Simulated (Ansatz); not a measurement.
Bi

The calculation's input:

```
crystal:
  lattice:
    - [3.238376246, 0.0, 0.0]
    - [0.0, 3.22164332, 0.0]
    - [-0.0804548793, 0.0, 6.4438887882]
  atoms:
    - { symbol: Bi, position: [0.54424725, 0.0, 0.74957789] }
    - { symbol: Bi, position: [0.45575275, 0.0, 0.25042211] }
hamiltonian:
  xc: pbe0
  pseudopotentials: { kind: paw }
kpoints:
  mp_grid: { grid: [6, 6, 4] }
scf:
  occupations: { method: fermi_dirac, width: 0.05 }
output:
  forces: true
  stress: true
  eigenvalues: true
  write_density: true
  write_potential: true
  elf: true
  volumetric_format: npy
```

Below, planes, directions and counts refer to the conventional cell (a = 3.24 Å, b = 3.22 Å, c = 6.44 Å, α = 90.00°, β = 90.72°, γ = 90.00°).

Space group P2/m; a structure from a database of computed crystals, not necessarily the ambient phase.

All numbers below come from Kohn-Sham DFT of a periodic cell, PBE0, Ansatz PAW in Ansatz.

Question: What will maps of the valence pseudo-density and electron localisation function show?

Answer: Bi–Bi (3.22 Å): ρ at the midpoint is about 0.23 e/Å³; the ELF is about 0.45 at the midpoint.

Question: Does the calculation give a band gap?

Answer: It is metallic or semimetallic at this level of theory: no gap opens.

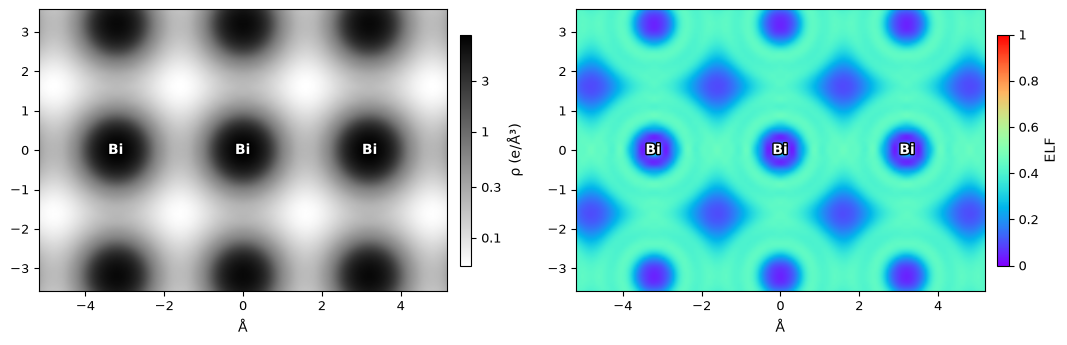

Computed valence pseudo-density and electron localisation function on the (100) plane of the conventional cell, in this order. Atoms just off the plane (Bi, 0.3 Å away) can leave unmarked features too.

In a PAW calculation such maps are meaningful between the atoms, not at the nuclei.
